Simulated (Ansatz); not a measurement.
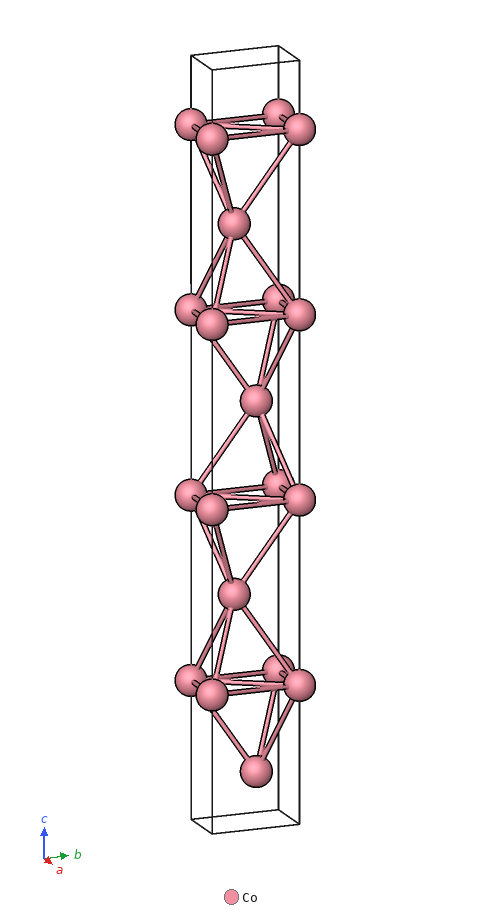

View slightly off an axis, drawn as a ball-and-stick model. The frame is the conventional unit cell; atoms at its boundary are shown with their periodic copies. Cell: a = 2.49 Å, b = 2.49 Å, c = 16.69 Å, α = 90.00°, β = 90.00°, γ = 120.00°.

The initial geometry was a structure listed in the Materials Project. The cell was then strained or its atoms displaced on purpose. A calculation with Ansatz used it as input.

### Describe the arrangement of the atoms.

The element is cobalt. Space group P3m1 (No. 156), lattice primitive hexagonal. The cell holds eight atoms. By contacts within bonding range, the coordination numbers are Co 9 to 12 (mean 11.2). The bonds build Co layers parallel to (001).

Calculation details: Ansatz 0.2.0, DFT PBE, scalar-relativistic, plane waves, PAW; E_cut = 420 eV, k-points about 0.14 Å⁻¹ apart, Gaussian smearing of 0.15 eV, collinear spins.

### Which atoms carry magnetic moments in this run, and how do they order?

The state reached is ferromagnetic. Sizes: Co 1.7 to 1.8 μB; net moment 13.3 μB in the run's cell of 8 atoms.

### Classify it as metallic or gapped, with the value.

A metal: bands cross the Fermi level.

### Can this geometry be taken as optimised?

No. The largest force is 0.84 eV/Å, on Co. The pressure is -3.0 GPa, so the cell would contract. The stress isn't hydrostatic: its largest component is 6.2 GPa.

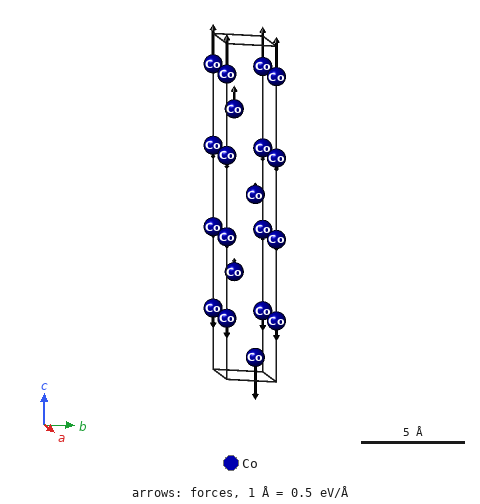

The forces as arrows. The run's cell of 8 atoms is drawn, so axes and origin can differ from the first picture.
